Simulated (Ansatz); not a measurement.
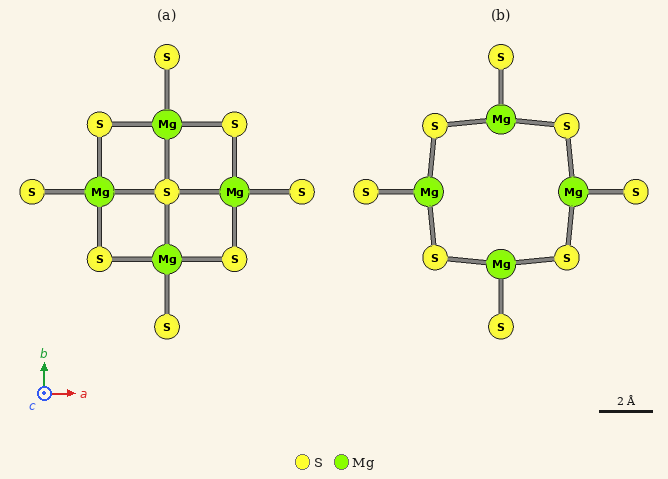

Left: perfect MgS. Right: the same region with one point defect, after relaxing the atoms in a supercell of 64 sites. The picture is a ball-and-stick view of the atoms within 5.4 Å of one point, in a slice 4.2 Å thick across the line of sight, seen along the c axis.

Theory: DFT, PBEsol, PAW, plane waves (Ansatz 0.2.0). Settings: plane-wave cutoff 420 eV; k-point mesh 1 × 1 × 1; mesh shifted by (0.25, 0.25, 0.25); no spin polarisation. Fermi-Dirac smearing of 0.01 eV. A uniform background neutralises the charged cell. The axes drawn are those of the host's conventional cell.

### What kind of defect was made?

A sulfur atom is taken out (a vacancy).

The charge state of the cell is +2.

### How does the lattice respond?

Around the empty S site the host had 6 Mg at 2.59 Å; after relaxation the nearest atoms are 6 Mg at 2.78 Å. Of the host's atoms, a magnesium atom moves furthest from its site, by 0.19 Å.

Limits of the set-up: the cell is charged, on a uniform background, and energies carry no finite-size correction.
